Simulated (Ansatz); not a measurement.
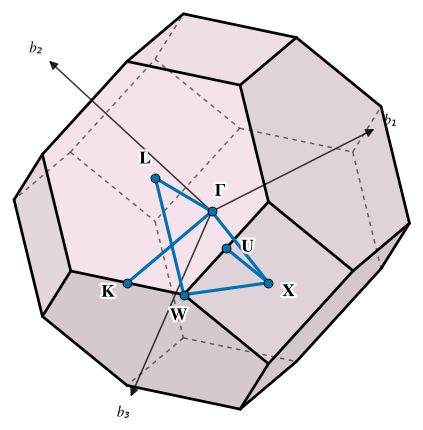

The first Brillouin zone and its special points. Crystal: Co, the input geometry of an electronic-structure calculation (not necessarily at equilibrium); the starting structure was generated, so it need not be a known form of this composition. Geometry calculated from the standardised cell; symmetry tolerance 0.002 Å.

Space group Fm-3m (No. 225); a = 3.375 Å, b = 3.375 Å, c = 3.375 Å, α = 90.00°, β = 90.00°, γ = 90.00°.

Labels and path follow the convention of Hinuma et al. (2017), as computed by seekpath; the arrows show the directions of the reciprocal primitive vectors b₁, b₂, b₃, in which coordinates are given; lengths include the factor 2π.

Question: List the special points with their coordinates and distances from Γ.

Answer:
| point | k₁ | k₂ | k₃ | length of k (1/Å) |
| --- | --- | --- | --- | --- |
| Γ | 0 | 0 | 0 | 0.000 |
| X | 1/2 | 0 | 1/2 | 1.862 |
| L | 1/2 | 1/2 | 1/2 | 1.612 |
| W | 1/2 | 1/4 | 3/4 | 2.081 |
| K | 3/8 | 3/8 | 3/4 | 1.974 |
| U | 5/8 | 1/4 | 5/8 | 1.974 |

Question: What is the zone's volume?

Answer: (2π)³ over the primitive cell's volume of 9.61 Å³: 25.8 Å⁻³.
